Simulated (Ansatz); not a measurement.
```xyz
12
Lattice="-2.5440 0.0000 0.0000 -1.2720 -2.2031 0.0000 0.0000 0.0000 12.6232" Properties=species:S:1:pos:R:3 pbc="T T T"
B    -2.5440   -1.4688    4.2069
B    -2.5440   -1.4688    8.4146
B    -2.5440   -1.4688   12.6224
B    -1.2720   -0.7344    2.1030
B    -1.2720   -0.7344    6.3107
B    -1.2720   -0.7344   10.5186
N    -2.5440   -1.4688    2.6307
N    -2.5440   -1.4688    6.8384
N    -2.5440   -1.4688   11.0462
N    -1.2720   -0.7344    0.5268
N    -1.2720   -0.7344    4.7346
N    -1.2720   -0.7344    8.9423
```

Space group P6₃mc; a structure from a database of computed crystals, not necessarily the ambient phase.

Computed with DFT r2SCAN, scalar-relativistic, plane waves, PAW in Ansatz.

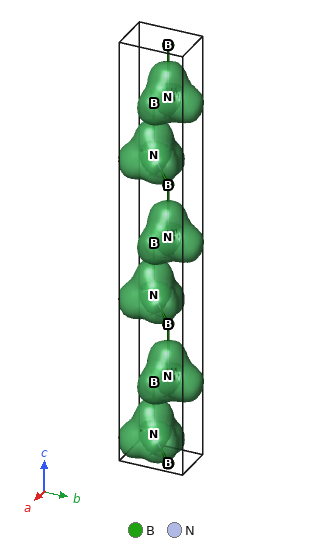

BN. Isosurface of the electron localisation function at 0.7 (green), seen slightly off an axis. Only the valence region is drawn (cores and ρ < 0.01 e/Å³ removed). Sticks mark near contacts.

Question: What do the ELF domains correspond to?

Answer: At this value the surface marks out six regions on N in which the atom's valence shell and bonds are merged, counted in one cell of 12 atoms. Regions shared between cells count once.

Values along the shortest contacts:
B–N (1.56 Å): the ELF peaks at about 0.95 between the atoms, as expected for a shared but strongly polarised pair.

Question: Does the calculation give a band gap?

Answer: It is gapped, with a Kohn–Sham gap of 6.0 eV on the k-point mesh (the band edges may lie off the mesh, which would make the gap smaller).
